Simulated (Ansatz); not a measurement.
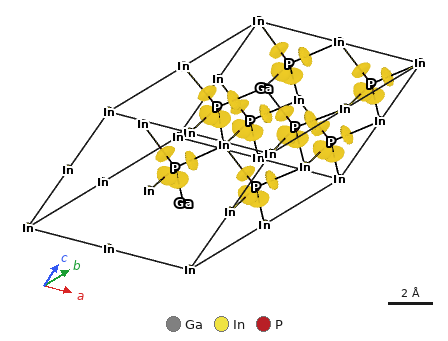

Figure. In7GaP8 (cell with a defect). Isosurface of the ELF at 0.85 (yellow), seen at an oblique angle. Only the valence region is drawn (cores and ρ < 0.01 e/Å³ removed). Sticks mark near contacts.

The calculation used Ansatz 0.2.0, DFT PBE, scalar-relativistic, plane waves, PAW.

> Identify the bonds, lone pairs and shells in this picture.

The surface consists of four lobes of the valence shell of P pointing towards Ga (polar bonds) and 28 lobes of the valence shell of P pointing towards In (polar bonds), counted in one cell of 16 atoms. Regions shared between cells count once. Along the contacts the grid gives the following. Ga–P (2.48 Å): the ELF peaks at about 0.90 in the valence shell of P, 0.9 Å from its nucleus, and is about 0.75 at the midpoint. In–P (2.58 Å): the ELF peaks at about 0.90 in the valence shell of P, 0.9 Å from its nucleus, and is about 0.55 at the midpoint.

> Does the calculation make it a metal, or give it a gap?

It is gapped, with a Kohn–Sham gap of 0.29 eV on the k-point mesh, an upper bound to the gap of this method.
